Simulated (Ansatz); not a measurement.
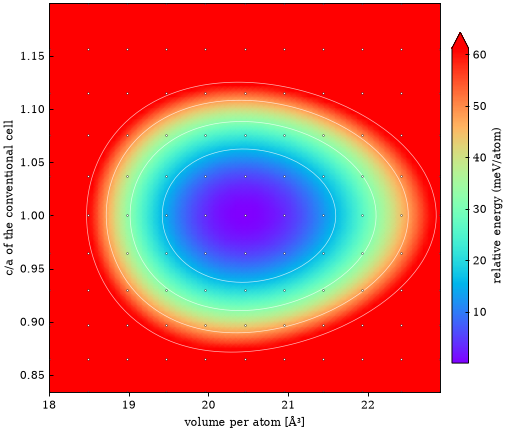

Si (Fd-3m, No. 227; 2 atoms in the cell). 
- The energy is mapped over volume and the cell's shape.
- The first coordinate is: volume per atom; the second: c/a of the conventional cell.
- Nothing is relaxed (symmetry fixes all fractional coordinates).
- The scan uses an 11 × 11 grid.
- Points are written as (first, second).
- All energies are given in meV/atom relative to the lowest grid point.
- The band gap closes in part of the range.
- These are results of DFT PBE, scalar-relativistic, plane waves, PAW (Ansatz 0.2.0), not measurements. Settings: cutoff 420 eV, k-mesh 10×10×10, gaussian smearing 0.05 eV, no spin polarisation.

In the figure: a smooth colour map with a few white contour lines, dots at the grid points, one colour for all values above the top of the scale. Between grid points the surface is interpolated.

Estimate the position of the minimum and the force constants in these coordinates.

The interpolated minimum is at volume per atom ≈ 20.45 Å³, c/a of the conventional cell ≈ 1.000. The curvatures there are about 0.054 eV/(Å³)² and 16 eV, with a cross term of about 0 eV/Å³ (per cell of 2 atoms). Round the minimum the two coordinates are nearly uncoupled.

PAW datasets: the set soft_1.
